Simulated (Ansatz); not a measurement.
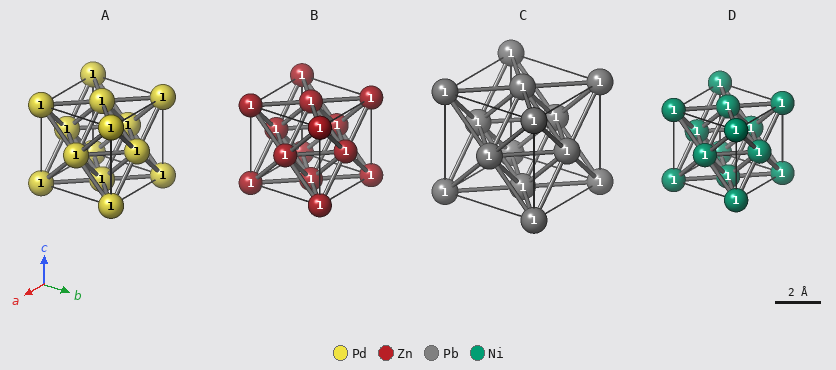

One structure type (space group Fm-3m for the parent) with different elements on its sites, each relaxed in cell and atoms to zero pressure (within 0.1 GPa). A ball-and-stick model of the conventional cell (4 times the calculation's cell), seen from a free direction. Lengths and directions refer to the drawn axes.

All numbers below come from Ansatz 0.2.0, DFT PBEsol, scalar-relativistic, plane waves, PAW. Set-up: plane-wave cutoff 420 eV; occupations gaussian; smearing width 0.1 eV. The k-mesh is chosen for each cell (18×18×18, 14×14×14, 20×20×20). Spin polarisation is switched on in some of the runs only.

Give the formulas, and rank the crystals by volume per atom, smallest first.

Answer. D = Ni (10.4 Å³), B = Zn (14.1 Å³), A = Pd (14.5 Å³), C = Pb (30.0 Å³).
